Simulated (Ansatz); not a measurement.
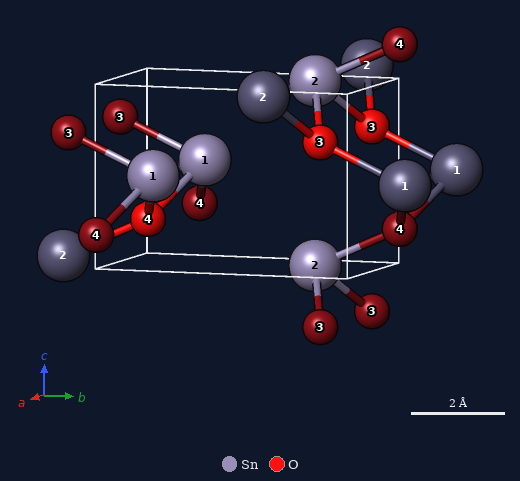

Fig. 1: The input geometry (ball-and-stick view of the cell of the calculation, seen slightly off an axis; neighbours outside the cell are drawn fainter; atoms are numbered from 1 in the order of the input).

**SnO: band-structure calculation (part 1 of 2)**

- system: SnO (4 atoms in the cell)
- method: DFT, PBE0, plane waves, PAW, no spin polarisation (Ansatz 0.2.0)

The structure derives from a Materials Project entry. The geometry comes from this level: r2scan-rvv10. Figures and captions count atoms from 1; the log counts them from 0 in places.

Input:
```yaml
crystal:
  lattice:
    - [3.3031148357, 0.0, 0.0]
    - [0.0, 5.7577048997, 0.0]
    - [0.0, 0.0, 4.0008071511]
  atoms:
    - { symbol: Sn, position: [0.0, 0.229442033, 0.5172649307] }
    - { symbol: Sn, position: [0.5, 0.770557967, 0.0172649307] }
    - { symbol: O, position: [0.0, 0.8935339453, 0.7327360693] }
    - { symbol: O, position: [0.5, 0.1064660547, 0.2327360693] }
kpoints:
  mp_grid: { grid: [6, 4, 4] }
  band_path:
    path:
      - [0.0, 0.0, 0.0]
      - [0.5, 0.0, 0.0]
      - [0.5, 0.5, 0.0]
      - [0.0, 0.5, 0.0]
      - [0.0, 0.0, 0.5]
      - [0.5, 0.0, 0.5]
      - [0.5, 0.5, 0.5]
      - [0.0, 0.5, 0.5]
      - [0.398438, -0.5, 0.0]
    npoints: 1
hamiltonian:
  xc: pbe0
scf:
  occupations: { method: fixed }
  n_extra_bands: 5
output:
  forces: true
  stress: true
  eigenvalues: true
  write_density: true
  write_potential: true
  elf: true
  volumetric_format: npy
```

Hardware: 2 threads of Arm Neoverse V2, 24 GiB of memory available, shared host.

Launched with:
```bash
ansatz run input.yaml --threads 2 --pin off --max-ram 2211MiB --backend cpu --events-out ev --progress --plain --runs-dir out
```

The program's output:
```
Warning: output.stress: scf.convergence.dr2_threshold = 1e-7 eV (the SCF's general default) is looser than the 4e-10 eV advised for a printed stress (1e-10 eV for each atom of the cell: 4). What an SCF threshold leaves in a stress goes as its square root, and in the free energy as the threshold itself, and one threshold admits the most on a small cell: of the crystals measured, under no hybrid functional and no lock of the moments, on runs that ended without the residual-converged pass, on stresses that held no estimate of that error, the worst erred by over 100 MPa in a component at 1e-7 eV an atom and by under 5 at 1e-10. Set scf.convergence.dr2_threshold to 4e-10 eV or tighter. The threshold is an SCF's pass mark: one that does not reach it within its budget of iterations ends unconverged, or closes short of it on a stop that the run arms, and scf.convergence.dr2_threshold's page says what that costs each kind of run
Warning: output.stress: scf.exx.energy_threshold = 1e-6 eV is looser than the 4e-8 eV advised for a stress under a hybrid functional (1e-8 eV for each atom of the cell: 4). Every SCF of the exchange loop can meet its threshold on dr2 while the loop round them stops early: no threshold on dr2 bounds what that leaves in the stress. Set scf.exx.energy_threshold to 4e-8 eV or tighter. The threshold is the loop's pass mark: a loop that does not reach it within its budget of cycles ends unconverged, and scf.exx.energy_threshold's page has the law
scf.n_extra_bands = 5 over 20 filled bands (N_el = 40.0): the run solves 25 bands
Engine: ansatz 0.2.0, aarch64-unknown-linux-gnu
Pseudopotentials: kind: paw
Pseudopotential: Sn, paw, valence charge 14, recommended cutoff 420 eV (normal), Sn.paw.azcp
Pseudopotential: O, paw, valence charge 6, recommended cutoff 420 eV (normal), O.paw.azcp
Functional definition: PBE0
  parameter a = 0.25
  parameter kappa = 0.804
  parameter beta = 0.06672455060314922
  exchange = (1 - a)*pbe_x(kappa = kappa, mu = beta*pi^2/3) + a*exact_x
  correlation = pbe_c(beta = beta)
davidson cushion auto → on  (no smearing: the cushion is to keep the highest requested band from converging to the state above it; pin scf.eigensolver.cushion to override)
Crystal: 4 atoms, lattice volume = 76.089 Å³
Basis set: ecut = 420 eV, 1485 PW (Γ), exchange–correlation on 48×80×54 points (8 copies of the dense FFT grid, shifted against one another)
Bands: 25, of which v1, the nominal top of the filled ones, is band 20 counted from 1 (19 counted from 0)
Symmetry: 4 space group operations
Space group: Pmn21 (ITA 31), of the structure as read, at distance tolerance 4.2e-5 Å
k-points: 36 of 96 (time reversal used)
Non-local potential: Sn, projectors of the file, l = 0: 2, l = 1: 2, l = 2: 2, l = 3: 2
Non-local potential: O, projectors of the file, l = 0: 2, l = 1: 2, l = 2: 1
PAW form: soft (Blöchl's): semilocal exchange-correlation on the pseudo side does not see the compensation charge
PAW frozen core: Sn, regenerated for the run's functional, and the local potential with it (the file was generated under x = pbe(κ = 0.804, μ = 0.2195149727645171), c = pbe(β = 0.06672455060314922))
PAW frozen core: O, regenerated for the run's functional, and the local potential with it (the file was generated under x = pbe(κ = 0.804, μ = 0.2195149727645171), c = pbe(β = 0.06672455060314922))
PAW one-centre angular grid: Sn, 590 points (default); XC on 64 Gauss nodes
PAW one-centre angular grid: O, 110 points (default); XC on 64 Gauss nodes
Initial density: superposition of atomic densities (neutral atoms: chi_scale 0, normalization atom), corrected by the library's trained network
Initial wavefunctions: pseudopotential atomic-orbital guess
Functional: x = pbe(κ = 0.804, μ = 0.2195149727645171), c = pbe(β = 0.06672455060314922), warm-up for x = 0.75 pbe(κ = 0.804, μ = 0.2195149727645171) + 0.25 exact, c = pbe(β = 0.06672455060314922)
SCF iter   1: F=—  HF=-13183.069813 eV  |F-HF|=—  |Δ(HF+E_count)|=         —  Δρ=2.54e-3  dr2=6.26e-3  ethr=1.77e-3  ⟨swp⟩=7.0  Hψ=4085  notcnv=0
preconditioner: auto → none  [insulator: Δε(μ)=1.664 eV  Ē_g=18.469 eV  n_scr=16 (ndim 8)  ℏωp=26.9 eV  f_vac=0.000]
SCF iter   2: F=—  HF=-13183.071941 eV  |F-HF|=—  |Δ(HF+E_count)|=   2.13e-3  Δρ=2.49e-3  dr2=5.44e-3  ethr=1.57e-5  ⟨swp⟩=5.0  Hψ=3239  notcnv=0  defer=1
iter 3 solved again at ethr=7.52e-7 eV; its pass at ethr=1.36e-5 eV (dr2=3.01e-4 eV) is discarded
SCF iter   3: F=—  HF=-13183.070974 eV  |F-HF|=—  |Δ(HF+E_count)|=   9.67e-4  Δρ=8.10e-4  dr2=3.07e-4  ethr=7.52e-7  ⟨swp⟩=3.2  Hψ=4451  notcnv=0
SCF iter   4: F=-13183.071176 eV  HF=-13183.071139 eV  |F-HF|=3.64e-5  |Δ(HF+E_count)|=   1.66e-4  Δρ=2.61e-4  dr2=2.91e-5  ethr=7.52e-7  ⟨swp⟩=3.0  Hψ=2221  notcnv=0
SCF 1 stopped early in 4 iterations: F = -13183.071176 eV  dr2 = 2.91e-5
  greatest PAW one-centre occupation: 0.993 electrons in one spin orbital (limit 2), on the Sn atom at site 1 (counted from 0), in its partial waves of l = 2
Initial density: handed on by an earlier stage of this run
Initial wavefunctions: those handed on with the density
Functional: x = 0.75 pbe(κ = 0.804, μ = 0.2195149727645171) + 0.25 exact, c = pbe(β = 0.06672455060314922)
Frozen-core exchange: fock
SCF iter   1: F=—  HF=-13189.314589 eV  |F-HF|=—  |Δ(HF+E_count)|=         —  Δρ=7.70e-3  dr2=4.74e-2  ethr=7.28e-7  ⟨swp⟩=8.4  Hψ=5349  notcnv=0
preconditioner: auto → none  [insulator: Δε(μ)=3.073 eV  Ē_g=21.638 eV  n_scr=16 (ndim 8)  ℏωp=26.9 eV  f_vac=0.000]
SCF iter   2: F=—  HF=-13189.303559 eV  |F-HF|=—  |Δ(HF+E_count)|=   1.10e-2  Δρ=5.79e-3  dr2=1.82e-2  ethr=7.28e-7  ⟨swp⟩=6.1  Hψ=4126  notcnv=0  defer=4
SCF iter   3: F=—  HF=-13189.300076 eV  |F-HF|=—  |Δ(HF+E_count)|=   3.48e-3  Δρ=1.81e-3  dr2=6.48e-3  ethr=7.28e-7  ⟨swp⟩=5.3  Hψ=3890  notcnv=0
SCF iter   4: F=—  HF=-13189.321099 eV  |F-HF|=—  |Δ(HF+E_count)|=   2.10e-2  Δρ=2.15e-3  dr2=3.78e-3  ethr=7.28e-7  ⟨swp⟩=5.0  Hψ=3866  notcnv=0
SCF iter   5: F=—  HF=-13189.320156 eV  |F-HF|=—  |Δ(HF+E_count)|=   9.44e-4  Δρ=8.98e-4  dr2=8.76e-4  ethr=7.28e-7  ⟨swp⟩=3.2  Hψ=2732  notcnv=0
SCF iter   6: F=—  HF=-13189.319972 eV  |F-HF|=—  |Δ(HF+E_count)|=   1.83e-4  Δρ=2.06e-4  dr2=1.29e-4  ethr=7.28e-7  ⟨swp⟩=3.0  Hψ=2181  notcnv=0
SCF iter   7: F=—  HF=-13189.320529 eV  |F-HF|=—  |Δ(HF+E_count)|=   5.56e-4  Δρ=2.39e-4  dr2=5.20e-5  ethr=7.66e-8  ⟨swp⟩=4.8  Hψ=3466  notcnv=0
SCF iter   8: F=-13189.320514 eV  HF=-13189.320515 eV  |F-HF|=5.13e-7  |Δ(HF+E_count)|=   1.39e-5  Δρ=2.32e-5  dr2=5.13e-6  ethr=7.66e-8  ⟨swp⟩=3.7  Hψ=2294  notcnv=0
SCF 2 stopped early in 8 iterations: F = -13189.320514 eV  dr2 = 5.13e-6
  Residual-converged pass: ⟨swp⟩=4.0  Hψ=2972  notcnv=0  max |occ|·‖R‖ = 6.6e-6 eV (tolerance 6.7e-6 eV)  dr2=5.02e-6  dr2_onsite=3.33e-8  max |Δocc| = 0.0e0
hybrid outer 1: dexx = +2.406e-2 eV, tail = 1.08e-4 eV
Frozen-core exchange: fock
SCF iter   1: F=—  HF=-13189.320049 eV  |F-HF|=—  |Δ(HF+E_count)|=         —  Δρ=9.26e-5  dr2=7.23e-6  ethr=1.35e-6  ⟨swp⟩=4.0  Hψ=2209  notcnv=0
preconditioner: auto → none  [insulator: Δε(μ)=3.063 eV  Ē_g=21.620 eV  n_scr=16 (ndim 8)  ℏωp=26.9 eV  f_vac=0.000]
SCF iter   2: F=—  HF=-13189.320056 eV  |F-HF|=—  |Δ(HF+E_count)|=   7.07e-6  Δρ=3.89e-5  dr2=8.08e-7  ethr=1.40e-8  ⟨swp⟩=4.8  Hψ=3048  notcnv=0
SCF iter   3: F=—  HF=-13189.320056 eV  |F-HF|=—  |Δ(HF+E_count)|=   1.90e-7  Δρ=1.46e-5  dr2=1.11e-7  ethr=1.93e-9  ⟨swp⟩=3.0  Hψ=2127  notcnv=0
SCF iter   4: F=—  HF=-13189.320056 eV  |F-HF|=—  |Δ(HF+E_count)|=   2.09e-9  Δρ=1.27e-6  dr2=5.59e-8  ethr=1.39e-10  ⟨swp⟩=3.7  Hψ=2510  notcnv=0
SCF iter   5: F=—  HF=-13189.320056 eV  |F-HF|=—  |Δ(HF+E_count)|=   2.00e-7  Δρ=1.41e-5  dr2=1.43e-7  ethr=2.07e-12  ⟨swp⟩=6.8  Hψ=4470  notcnv=0  defer=20
SCF iter   6: F=—  HF=-13189.320056 eV  |F-HF|=—  |Δ(HF+E_count)|=   1.08e-7  Δρ=4.19e-6  dr2=1.34e-8  ethr=2.07e-12  ⟨swp⟩=5.5  Hψ=3699  notcnv=0  defer=2
SCF iter   7: F=-13189.320056 eV  HF=-13189.320056 eV  |F-HF|=2.60e-10  |Δ(HF+E_count)|=   2.23e-8  Δρ=7.96e-7  dr2=8.12e-10  ethr=2.07e-12  ⟨swp⟩=5.2  Hψ=3200  notcnv=0  defer=1
SCF 3 converged in 7 iterations: F = -13189.320056 eV  dr2 = 8.12e-10
  Residual-converged pass: ⟨swp⟩=2.9  Hψ=1897  notcnv=0  max |occ|·‖R‖ = 6.2e-7 eV (tolerance 6.3e-7 eV)  dr2=8.13e-10  dr2_onsite=1.80e-11  max |Δocc| = 0.0e0
hybrid outer 2: dexx = +3.231e-6 eV, tail = 4.77e-8 eV, Δε = 4.12e-3 eV (about 1.14e-4 eV left of the loop's levels), ΔF = 2.31e-2 eV/Å (tail 2.92e-3)
Frozen-core exchange: fock
SCF iter   1: F=—  HF=-13189.320052 eV  |F-HF|=—  |Δ(HF+E_count)|=         —  Δρ=3.13e-6  dr2=5.79e-9  ethr=5.96e-10  ⟨swp⟩=4.5  Hψ=2392  notcnv=0
preconditioner: auto → none  [insulator: Δε(μ)=3.064 eV  Ē_g=21.620 eV  n_scr=16 (ndim 8)  ℏωp=26.9 eV  f_vac=0.000]
SCF iter   2: F=-13189.320052 eV  HF=-13189.320052 eV  |F-HF|=1.16e-9  |Δ(HF+E_count)|=   5.65e-8  Δρ=1.31e-6  dr2=1.57e-9  ethr=1.37e-11  ⟨swp⟩=4.5  Hψ=2696  notcnv=0  defer=1
SCF 4 converged in 2 iterations: F = -13189.320052 eV  dr2 = 1.57e-9
  Residual-converged pass: ⟨swp⟩=3.2  Hψ=2466  notcnv=0  max |occ|·‖R‖ = 6.1e-7 eV (tolerance 6.4e-7 eV)  dr2=1.57e-9  dr2_onsite=6.34e-11  max |Δocc| = 0.0e0
  greatest PAW one-centre occupation: 0.993 electrons in one spin orbital (limit 2), on the Sn atom at site 0 (counted from 0), in its partial waves of l = 2
```

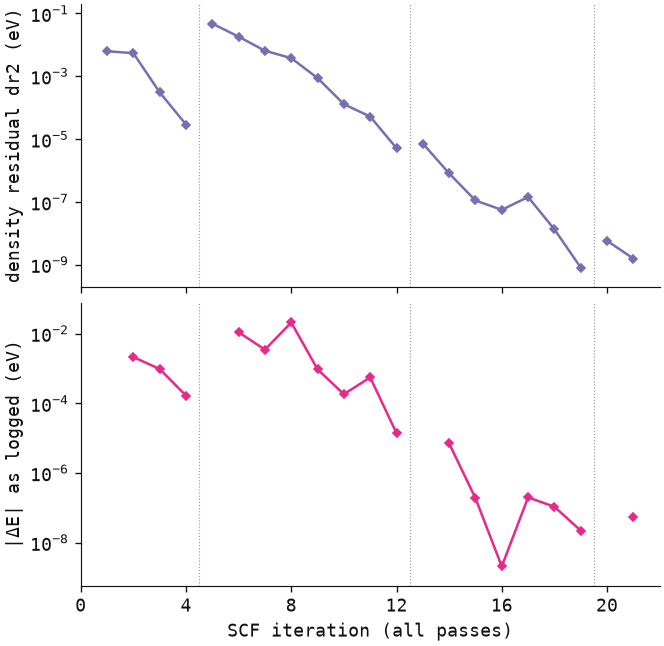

Fig. 2: Convergence of the self-consistent field: density residual dr2 and size of the energy change against the SCF iteration. The run starts with a semilocal functional; after that each stretch between dotted lines is one SCF of the hybrid functional between two exact rebuilds of the exchange operator by the outer loop. Early passes are stopped at a loose threshold. The passes take 4, 8, 7 and 2 iterations.

```
hybrid outer 3: dexx = +2.177e-9 eV, tail = 6.71e-9 eV, Δε = 7.09e-5 eV (about 3.50e-5 eV left of the loop's levels), ΔF = 1.97e-4 eV/Å (tail 4.53e-4)
NSCF: frozen V_eff on 9 k-points
hybrid SCF converged: 3 outer / 17 inner (+4 warm-up), last move |dexx| = 2.18e-9 eV, tail = 6.71e-9 eV
Stability not checked: this state was not tested for a lower state beside it, because the functional holds exact exchange (a hybrid, or Hartree-Fock), whose exchange loop this test does not read (fock_operator; see scf.lower_state_search)
Free energy (F): -13189.320052 eV
Frozen-core exchange: fock
Harris-Foulkes:  -13189.320052 eV  (|F-HF|=1.16e-9)
Internal energy: -13189.320052 eV  (E = F + TS)
E sigma→0 (E₀):  -13189.320052 eV
Fermi energy:    7.187178 eV
--- Per-component energies (eV) ---
  E_band       = -323.231888
  E_kinetic    = 724.673985
  E_local      = -2974.909460  (includes V_loc(G=0)·N_el)
  E_nonlocal   = 28.172227
  E_hartree    = 1579.253518
  E_xc         = -699.031600
  E_vxc        = -293.129072  (∫ρ·V_xc dr)
  E_exx        = -127.997762  (= α·E_x^exact, valence–valence)
  E_paw        = -8682.572584  (= ΣΔE_a)
  E_vpaw       = -710.554992  (= ΣTr[D̂ρ^β])
  E_aug_tail   = 0.004797  (compensation charges beyond the density's cutoff)
  E_ewald      = -3037.407217
  E_core_change = 0.494040  (= ΣΔE_core)
  E_smearing   = -0.000000  (= −TS)
  E_closure    = 0.000002  (closes the sum)
  Σ components = -13189.320052   (vs F -13189.320052, Δ=3.64e-12)
--- Forces (eV/Å), atoms counted from 1 ---
  atom   1  Sn    -0.00000000    -0.13982664    -0.07491467
  atom   2  Sn    -0.00000000     0.13982664    -0.07491467
  atom   3  O      0.00000000    -0.00947590     0.07493096
  atom   4  O      0.00000000     0.00947590     0.07493096
  max |Σ_I F_I| component: 3.26e-5 eV/Å
--- Stress (GPa, compression-positive) ---
        0.550740      -0.000000      -0.000000
       -0.000000       0.278704       0.000000
       -0.000000       0.000000       0.916576
  P = ⅓ Tr σ = 0.5820 GPa (5.820 kbar)
--- Band table (eV; the first three rows and the last of 36) ---
  k-point 0: bands = ["-16.2800", "-15.8122", "-15.6795", "-15.6625", "-15.6323", "-15.5976", "-15.5428", "-15.5398", "-15.4836", "-15.4831", "-14.2220", "-12.0536", "-1.3680", "0.6056", "2.1982", "2.3554", "2.5012", "3.7991", "4.2915", "7.1872", "11.8510", "11.9692", "15.1596", "15.2401", "17.5000"]
```
